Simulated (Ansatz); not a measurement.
# Band-structure calculation, with input and output: Ga

Ga (Pm-3m, 1 atom in the cell), computed with DFT, PBE, PAW with Ansatz's default frozen-core files, scalar-relativistic, no spin polarisation (Ansatz 0.2.0).

It belongs to a series of runs on one base structure; here: volume scaled by 1, PAW files. Figures and captions count atoms from 1; the log counts them from 0 in places.

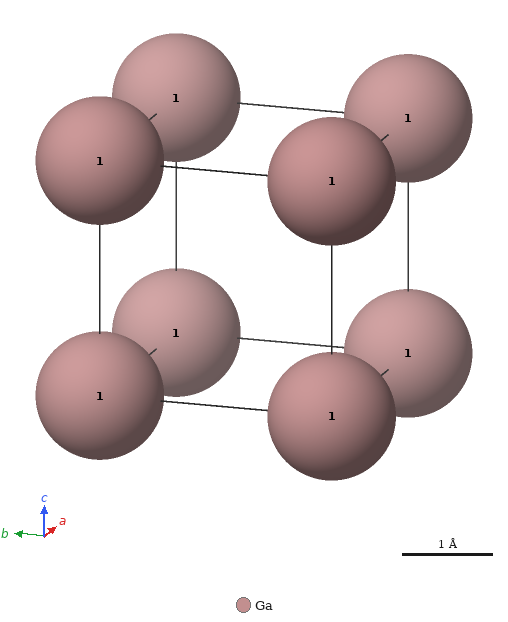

*The structure (spheres-only view of the cell of the calculation, seen at an oblique angle; atoms are numbered from 1 in the order of the input).*

## Summary

| quantity | value |
| --- | --- |
| outcome | converged |
| space group (tolerance 0.01 Å) | Pm-3m (221) |
| electrons treated | 13 |
| free energy | −3782.9440 eV |
| Fermi energy | 8.643 eV |
| pressure | 0.01 GPa |
| electronic character | metal |
| largest force (length of the vector) | under 0.001 eV/Å |
| hardware | 1 thread of Arm Neoverse V2, 24 GiB of memory available, shared host |
| wall time | 2.1 s |
| peak memory | 0.28 GiB |

## Input file
```yaml
crystal:
  lattice:
    - [2.7195601599, 0.0, 0.0]
    - [0.0, 2.7195601599, 0.0]
    - [0.0, 0.0, 2.7195601599]
  atoms:
    - { symbol: Ga, position: [0.0, 0.0, 0.0] }
kpoints:
  mp_grid: { grid: [14, 14, 14] }
  band_path:
    path:
      - [0.0, 0.0, 0.0]
      - [0.0, 0.5, 0.0]
      - [0.5, 0.5, 0.0]
      - [0.0, 0.0, 0.0]
      - [0.5, 0.5, 0.5]
      - [0.0, 0.5, 0.0]
      - [0.5, 0.5, 0.5]
      - [0.5, 0.5, 0.0]
    npoints: 8
scf:
  occupations: { method: fermi_dirac, width: 0.05 }
hamiltonian:
  xc: pbe
  pseudopotentials: { kind: paw }
output:
  forces: true
  stress: true
  eigenvalues: true
  populations: true
  dos: { projected: true, de: 0.2, e_range: [-14, 8] }
  write_density: true
  write_potential: true
  elf: true
  volumetric_format: npy
```

Launch command:
```bash
ansatz run input.yaml --threads 1 --pin off --max-ram 2048MiB --backend cpu --events-out ev --progress --plain --runs-dir out
```

## What the program printed
```
Engine: ansatz 0.2.0, aarch64-unknown-linux-gnu
Pseudopotentials: kind: paw
Pseudopotential: Ga, paw, valence charge 13, recommended cutoff 420 eV (normal), Ga.paw.azcp
Functional definition: PBE
  parameter kappa = 0.804
  parameter beta = 0.06672455060314922
  exchange = pbe_x(kappa = kappa, mu = beta*pi^2/3)
  correlation = pbe_c(beta = beta)
Crystal: 1 atoms, lattice volume = 20.114 Å³
Basis set: ecut = 420 eV, 389 PW (Γ), exchange–correlation on 40×40×40 points (8 copies of the dense FFT grid, shifted against one another)
Bands: 11, of which v1, the nominal top of the filled ones, is band 7 counted from 1 (6 counted from 0)
Symmetry: 48 space group operations
Space group: Pm-3m (ITA 221), of the structure as read, at distance tolerance 2.7e-5 Å
k-points: 120 of 2744
Non-local potential: Ga, projectors of the file, l = 0: 2, l = 1: 2, l = 2: 3, l = 3: 1
PAW form: soft (Blöchl's): semilocal exchange-correlation on the pseudo side does not see the compensation charge
PAW one-centre angular grid: Ga, 590 points (default); XC on 64 Gauss nodes
Initial density: superposition of atomic densities (neutral atoms: chi_scale 0, normalization atom), corrected by the library's trained network
Initial wavefunctions: pseudopotential atomic-orbital guess
Functional: x = pbe(κ = 0.804, μ = 0.2195149727645171), c = pbe(β = 0.06672455060314922)
SCF iter   1: F=—  HF=-3782.944172 eV  |F-HF|=—  |Δ(HF+E_count)|=         —  Δρ=8.19e-4  dr2=1.07e-4  ethr=1.77e-3  ⟨swp⟩=5.4  Hψ=7915  notcnv=0
preconditioner: auto → none  [metal: Δε(μ)=0.054 eV  Ē_g=21.529 eV  σ=0.050 eV  W_gap=0.25  n_scr=6 (ndim 8)  ℏωp=29.9 eV  f_vac=0.000  D(μ)=0.57/eV (n_scr^D=0)  sad-step TF]
SCF iter   2: F=—  HF=-3782.943996 eV  |F-HF|=—  |Δ(HF+E_count)|=   1.75e-4  Δρ=4.81e-4  dr2=1.19e-5  ethr=8.22e-7  ⟨swp⟩=2.0  Hψ=2955  notcnv=0
SCF iter   3: F=—  HF=-3782.943996 eV  |F-HF|=—  |Δ(HF+E_count)|=   2.73e-8  Δρ=2.59e-4  dr2=4.06e-6  ethr=9.13e-8  ⟨swp⟩=2.0  Hψ=1887  notcnv=0
SCF iter   4: F=—  HF=-3782.944007 eV  |F-HF|=—  |Δ(HF+E_count)|=   1.03e-5  Δρ=3.31e-5  dr2=1.31e-7  ethr=3.13e-8  ⟨swp⟩=2.0  Hψ=2057  notcnv=0
iter 5 did not close the SCF: its close was put off for the readings that it lacked (scf_convergence_deferred on its scf_iter line)
SCF iter   5: F=-3782.944007 eV  HF=-3782.944007 eV  |F-HF|=7.87e-10  |Δ(HF+E_count)|=   8.30e-8  Δρ=2.60e-6  dr2=4.36e-10  ethr=1.01e-9  ⟨swp⟩=2.0  Hψ=2059  notcnv=0
SCF iter   6: F=-3782.944007 eV  HF=-3782.944007 eV  |F-HF|=1.02e-10  |Δ(HF+E_count)|=  7.01e-10  Δρ=8.52e-7  dr2=6.86e-11  ethr=3.35e-12  ⟨swp⟩=4.5  Hψ=6325  notcnv=0
SCF 1 converged in 6 iterations: F = -3782.944007 eV  dr2 = 6.86e-11
  greatest PAW one-centre occupation: 0.994 electrons in one spin orbital (limit 2), on the Ga atom at site 0 (counted from 0), in its partial waves of l = 2
NSCF: frozen V_eff on 57 k-points
SCF converged after 6 iterations
Free energy (F): -3782.944007 eV
Harris-Foulkes:  -3782.944007 eV  (|F-HF|=1.02e-10)
Internal energy: -3782.939551 eV  (E = F + TS)
E sigma→0 (E₀):  -3782.941779 eV
Entropy (-TS):   -0.004456 eV (-4.456 meV/atom)
Fermi energy:    8.642875 eV
--- Per-component energies (eV) ---
  E_band       = -47.903635
  E_kinetic    = 114.607826
  E_local      = -1869.714918  (includes V_loc(G=0)·N_el)
  E_nonlocal   = 421.938338
  E_hartree    = 874.301839
  E_xc         = -69.273654
  E_vxc        = -58.011745  (∫ρ·V_xc dr)
  E_paw        = -1985.351477  (= ΣΔE_a)
  E_vpaw       = -405.327182  (= ΣTr[D̂ρ^β])
  E_aug_tail   = -0.000105  (compensation charges beyond the density's cutoff)
  E_ewald      = -1269.447401
  E_smearing   = -0.004456  (= −TS)
  E_closure    = 0.000000  (closes the sum)
  Σ components = -3782.944007   (vs F -3782.944007, Δ=0.00e0)
--- Forces (eV/Å), atoms counted from 1 ---
  atom   1  Ga    -0.00000000    -0.00000000    -0.00000000
  max |Σ_I F_I| component: 9.86e-32 eV/Å
--- Stress (GPa, compression-positive) ---
        0.008645       0.000000       0.000000
       -0.000000       0.008645       0.000000
        0.000000      -0.000000       0.008645
  P = ⅓ Tr σ = 0.0086 GPa (0.086 kbar)
--- Band table (eV; the first three rows and the last of 120) ---
  k-point 0: bands = ["-6.4363", "-6.4363", "-5.9253", "-5.9253", "-5.9253", "-1.8942", "17.5725", "17.5725", "17.5725", "20.4224", "20.4224"]
  k-point 1: bands = ["-6.4343", "-6.4191", "-5.9323", "-5.9323", "-5.9247", "-1.7911", "16.0143", "17.6796", "17.6796", "20.5091", "21.5192"]
  k-point 2: bands = ["-6.4289", "-6.3715", "-5.9520", "-5.9520", "-5.9230", "-1.4805", "13.6373", "17.9964", "17.9964", "20.7689", "22.2651"]
  k-point 119: bands = ["-6.2609", "-6.2609", "-6.2609", "-5.7814", "-5.7814", "11.2603", "11.2603", "11.2603", "12.3706", "16.8064", "16.8064"]
--- Löwdin populations: 1 site ---
  site symbol       q [e]
     0     Ga     12.9849
  spilling = 0.001160 (of n_electrons = 13.000000)
```

## File dos.tsv
```
# E-E_F[eV]	g_bin_mean(E)[states/eV]	N(E)
# format = ansatz-dos/2
# fermi_ev = 8.642875
# fermi_mp_grid = 14 14 14
# fermi_mp_shift = 0 0 0
# tetrahedron_fermi_ev = 8.648283
# g_bin_mean(E): the states in a bin one row spacing wide, centred on E, divided by that spacing. States that the method places at a single energy (under output.dos.method: tetrahedron, those of a tetrahedron whose four corners have one energy) are counted whole in the row whose bin holds that energy (on the edge of two bins, in the lower row). The sum of g_bin_mean over a run of rows, times the row spacing, is the number of states from half a spacing under the first of them to half a spacing over the last (a plain sum, not the trapezoid rule).
-14.000000	0.000000e0	1.000000e1
-13.800000	0.000000e0	1.000000e1
-13.600000	0.000000e0	1.000000e1
-13.400000	0.000000e0	1.000000e1
-13.200000	0.000000e0	1.000000e1
-13.000000	0.000000e0	1.000000e1
-12.800000	0.000000e0	1.000000e1
-12.600000	0.000000e0	1.000000e1
-12.400000	0.000000e0	1.000000e1
-12.200000	0.000000e0	1.000000e1
-12.000000	0.000000e0	1.000000e1
-11.800000	0.000000e0	1.000000e1
-11.600000	0.000000e0	1.000000e1
-11.400000	0.000000e0	1.000000e1
-11.200000	0.000000e0	1.000000e1
-11.000000	0.000000e0	1.000000e1
-10.800000	0.000000e0	1.000000e1
-10.600000	2.255221e-4	1.000000e1
-10.400000	3.767335e-2	1.000222e1
-10.200000	7.160688e-2	1.001386e1
-10.000000	9.671399e-2	1.003135e1
-9.800000	1.120857e-1	1.005200e1
-9.600000	1.307104e-1	1.007626e1
-9.400000	1.427660e-1	1.010380e1
-9.200000	1.540246e-1	1.013348e1
-9.000000	1.671431e-1	1.016551e1
-8.800000	1.803106e-1	1.020039e1
-8.600000	1.888800e-1	1.023731e1
-8.400000	1.982402e-1	1.027600e1
-8.200000	2.089552e-1	1.031669e1
-8.000000	2.201179e-1	1.035960e1
-7.800000	2.300775e-1	1.040468e1
-7.600000	2.394997e-1	1.045162e1
-7.400000	2.493138e-1	1.050048e1
-7.200000	2.596471e-1	1.055137e1
-7.000000	2.705387e-1	1.060437e1
-6.800000	2.864918e-1	1.065973e1
-6.600000	3.117040e-1	1.071953e1
-6.400000	3.382121e-1	1.078452e1
-6.200000	3.625466e-1	1.085477e1
-6.000000	3.579222e-1	1.092757e1
-5.800000	3.438907e-1	1.099789e1
-5.600000	3.304320e-1	1.106521e1
-5.400000	3.170862e-1	1.113001e1
-5.200000	3.035261e-1	1.119202e1
-5.000000	2.915091e-1	1.125152e1
-4.800000	2.791112e-1	1.130861e1
-4.600000	2.657950e-1	1.136310e1
-4.400000	2.539807e-1	1.141503e1
-4.200000	2.426987e-1	1.146470e1
-4.000000	2.387373e-1	1.151225e1
-3.800000	2.541244e-1	1.156147e1
-3.600000	2.720338e-1	1.161400e1
-3.400000	2.898469e-1	1.167020e1
-3.200000	3.093356e-1	1.173006e1
-3.000000	3.214657e-1	1.179347e1
-2.800000	3.291505e-1	1.185854e1
-2.600000	3.362340e-1	1.192511e1
-2.400000	3.416138e-1	1.199290e1
-2.200000	3.464745e-1	1.206172e1
-2.000000	3.518190e-1	1.213154e1
-1.800000	3.571420e-1	1.220244e1
-1.600000	3.641966e-1	1.227443e1
-1.400000	3.778010e-1	1.234853e1
-1.200000	3.948678e-1	1.242570e1
-1.000000	4.225404e-1	1.250662e1
-0.800000	4.982658e-1	1.259819e1
-0.600000	5.297691e-1	1.270283e1
-0.400000	5.010079e-1	1.280701e1
-0.200000	4.745589e-1	1.290378e1
0.000000	4.703340e-1	1.299749e1
0.200000	4.766704e-1	1.309316e1
0.400000	4.530699e-1	1.318605e1
0.600000	4.672563e-1	1.327852e1
0.800000	4.465544e-1	1.336918e1
1.000000	4.339315e-1	1.345725e1
1.200000	4.288687e-1	1.354341e1
1.400000	4.475605e-1	1.363028e1
1.600000	4.361539e-1	1.371958e1
1.800000	4.381815e-1	1.380662e1
2.000000	4.320432e-1	1.389453e1
2.200000	4.220883e-1	1.397938e1
2.400000	4.107045e-1	1.406257e1
2.600000	4.616297e-1	1.414796e1
2.800000	4.487426e-1	1.424133e1
3.000000	4.710486e-1	1.433083e1
3.200000	4.723755e-1	1.442845e1
3.400000	4.387238e-1	1.451822e1
3.600000	4.003318e-1	1.460312e1
3.800000	3.661343e-1	1.468037e1
4.000000	3.389176e-1	1.474948e1
4.200000	3.446007e-1	1.481691e1
4.400000	3.788769e-1	1.488984e1
4.600000	3.860562e-1	1.496631e1
4.800000	3.681986e-1	1.504159e1
5.000000	3.851679e-1	1.511645e1
5.200000	4.115348e-1	1.519857e1
5.400000	4.102160e-1	1.527827e1
5.600000	4.574264e-1	1.536424e1
5.800000	5.143662e-1	1.546135e1
6.000000	5.855355e-1	1.557350e1
6.200000	5.766619e-1	1.568889e1
6.400000	5.599090e-1	1.580381e1
6.600000	5.226393e-1	1.591178e1
6.800000	5.277317e-1	1.601571e1
7.000000	5.405389e-1	1.612313e1
7.200000	5.533757e-1	1.623186e1
7.400000	5.565023e-1	1.634477e1
7.600000	5.936110e-1	1.645627e1
7.800000	6.158248e-1	1.658098e1
8.000000	5.826995e-1	1.669963e1
```

## File v_z.tsv
```
# z_ang	v_es[eV]	v_tot[eV]
# format = ansatz-planar-average/11
# xc	pbe
# density_cutoff_ev	1680
# datasets	Ga=:simpson_from_first_knot:soft
# lattice	2.719560160	0.000000000	0.000000000
# lattice	0.000000000	2.719560160	0.000000000
# lattice	0.000000000	0.000000000	2.719560160
# sites	1
# site	31	0.000000000	0.000000000	0.000000000
0.000000	-9.629597e-2	-1.243878e1
0.135978	1.079448e-1	-1.211441e1
0.271956	7.247888e-1	-1.113407e1
0.407934	1.757898e0	-9.503546e0
0.543912	3.212878e0	-7.275303e0
0.679890	5.053870e0	-4.626559e0
0.815868	7.061997e0	-1.909289e0
0.951846	8.768183e0	3.601250e-1
1.087824	9.850437e0	1.800479e0
1.223802	1.042661e1	2.525127e0
1.359780	1.061621e1	2.747723e0
1.495758	1.042661e1	2.525127e0
1.631736	9.850437e0	1.800479e0
1.767714	8.768183e0	3.601250e-1
1.903692	7.061997e0	-1.909289e0
2.039670	5.053870e0	-4.626559e0
2.175648	3.212878e0	-7.275303e0
2.311626	1.757898e0	-9.503546e0
2.447604	7.247888e-1	-1.113407e1
2.583582	1.079448e-1	-1.211441e1
```

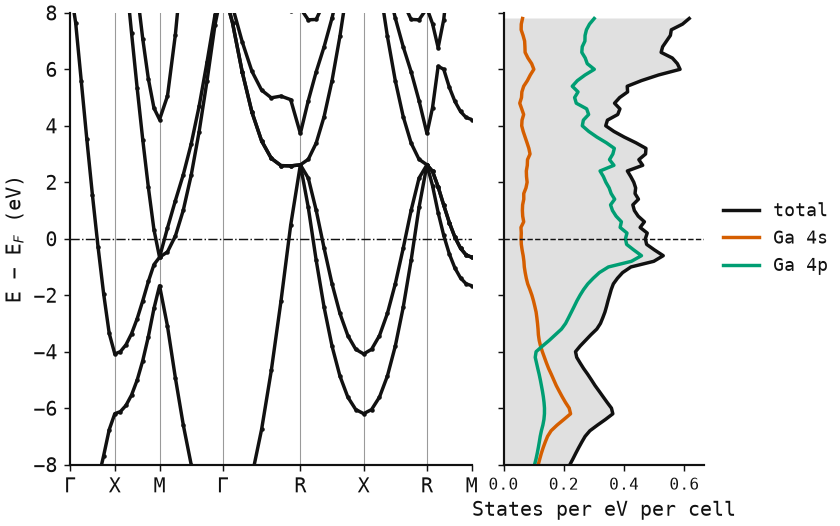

*Band structure along Γ–X–M–Γ–R–X–R–M and density of states (projected on Löwdin-orthogonalised atomic shells), with energies from the Fermi level.*

Bands cross the Fermi level: a metal at this level of theory.

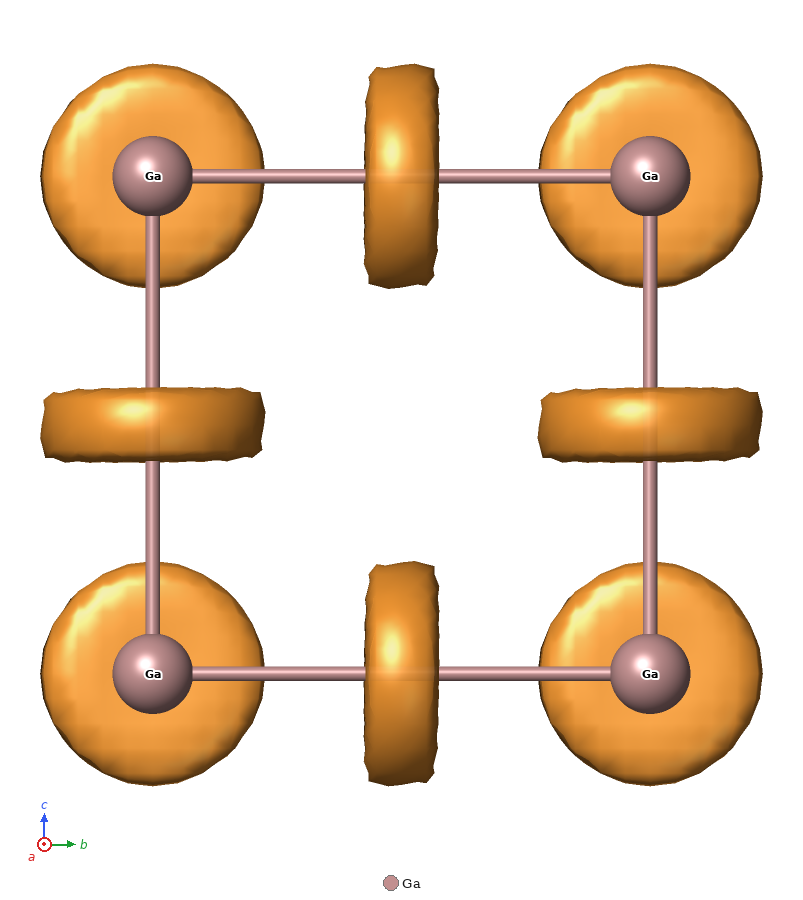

*Isosurface of the electron localisation function at 0.4 (orange), seen along the a axis. Core shells and regions of very low density are left out. Sticks mark near contacts. The outline is the cell set on symmetry axes.*

Values along the shortest contacts: Ga–Ga (2.72 Å): the ELF is about 0.50 at the midpoint, which marks metallic bonding. The fields are those of the smooth PAW valence density.

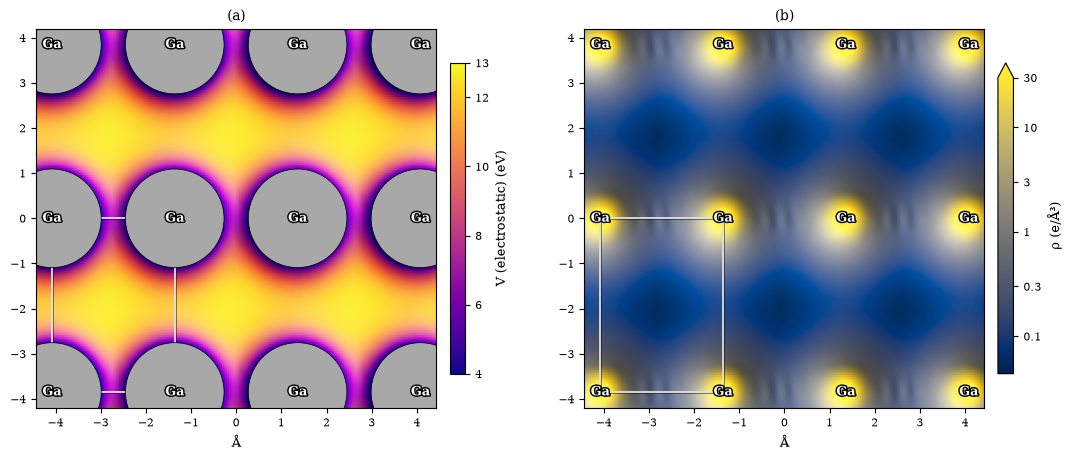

*(a) electrostatic potential energy of an electron; (b) valence charge density (pseudo) on the (101) plane of the conventional cell. Grey discs, where drawn, cover atomic cores.*

Atoms in the plane: Ga. Ga–Ga (2.72 Å): ρ at the midpoint is about 0.28 e/Å³, with its minimum of 0.24 e/Å³ about 1.2 Å from Ga. Away from the nuclei the density in this plane falls to 0.04 e/Å³ at its lowest. Outside the cores the potential energy rises away from the atoms and is highest about 2.3 Å from the nearest atoms; outside the discs it spans about 8 eV, and its zero is arbitrary.
